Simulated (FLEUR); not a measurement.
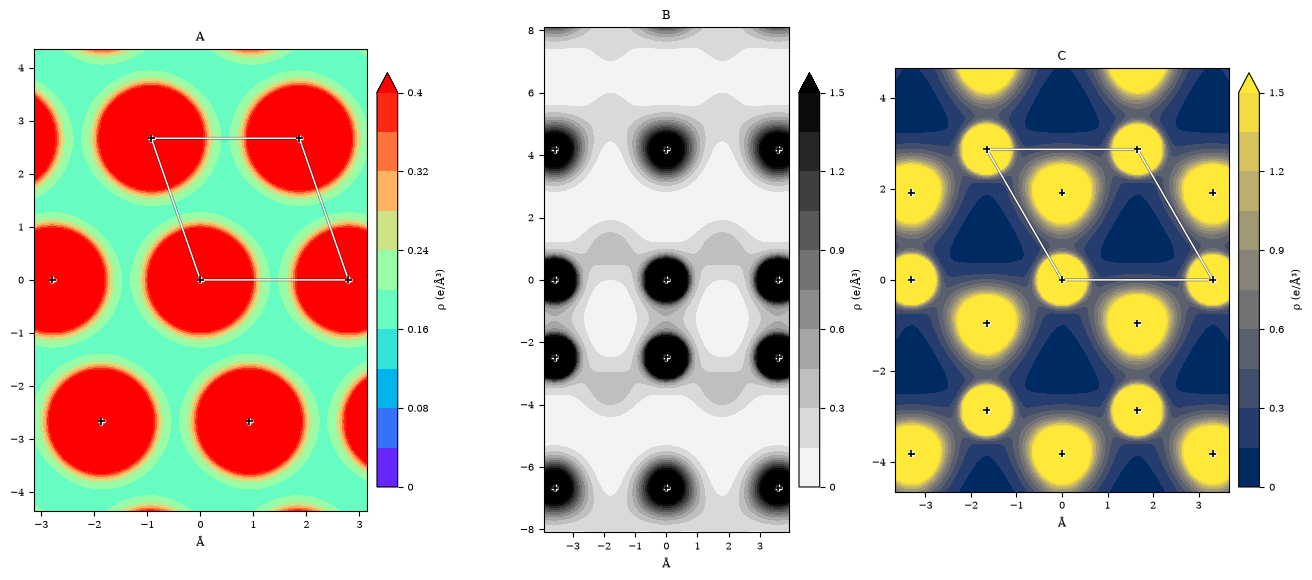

The total electron density of 3 systems, each on a plane through atoms (crosses mark nuclei in the plane).

These are results of Kohn-Sham DFT of a periodic cell, PBE, all-electron (FLEUR MaX-R8.1 (later development tree)), not measurements.

System 1: Ti, the (001) plane of the conventional cell. Space group P-1; changed on purpose from its base cell (cell strained at random at fixed volume).

```
Ti
1.0
     1.61979    1.60080    1.61436
    -1.60454   -1.64447    1.64278
     1.66514   -1.66141   -1.59911
Ti
1
Direct
  0.00000 0.00000 0.00000
```

System 2: AlN, the (001) plane of the conventional cell. Space group P6₃/mmc; a structure from a database of computed crystals, not necessarily the ambient phase.

```yaml
crystal:
  lattice:
    - [3.31212, 0.00000, 0.00000]
    - [-1.65606, 2.86838, 0.00000]
    - [0.00000, 0.00000, 4.18756]
  atoms:
    - { symbol: Al, position: [0.66667, 0.33333, 0.25000] }
    - { symbol: Al, position: [0.33333, 0.66667, 0.75000] }
    - { symbol: N, position: [0.66667, 0.33333, 0.75000] }
    - { symbol: N, position: [0.33333, 0.66667, 0.25000] }
```

System 3: GaS, the (010) plane of the conventional cell. Space group P6₃/mmc.

```cif
data_structure
_symmetry_space_group_name_H-M 'P 1'
_symmetry_Int_Tables_number 1
_cell_length_a 3.5850
_cell_length_b 3.5850
_cell_length_c 15.5000
_cell_angle_alpha 90.000
_cell_angle_beta 90.000
_cell_angle_gamma 120.000
_cell_volume 172.52
loop_
_atom_site_label
_atom_site_type_symbol
_atom_site_fract_x
_atom_site_fract_y
_atom_site_fract_z
_atom_site_occupancy
Ga1 Ga 0.66667 0.33333 0.83000 1
Ga2 Ga 0.33333 0.66667 0.33000 1
Ga3 Ga 0.66667 0.33333 0.67000 1
Ga4 Ga 0.33333 0.66667 0.17000 1
S1 S 0.66667 0.33333 0.40000 1
S2 S 0.33333 0.66667 0.90000 1
S3 S 0.66667 0.33333 0.10000 1
S4 S 0.33333 0.66667 0.60000 1
```

Match each panel to its system.

Panel A is system 1, Ti: the plane holds Ti. Ti–Ti (2.79 Å): ρ is about 0.2 e/Å³ halfway. Panel B is system 3, GaS: the plane holds Ga and S. Ga–Ga (2.48 Å): ρ at the midpoint is about 0.44 e/Å³. Panel C is system 2, AlN: the plane holds Al and N. Al–N (1.91 Å): ρ at the midpoint is about 0.67 e/Å³.
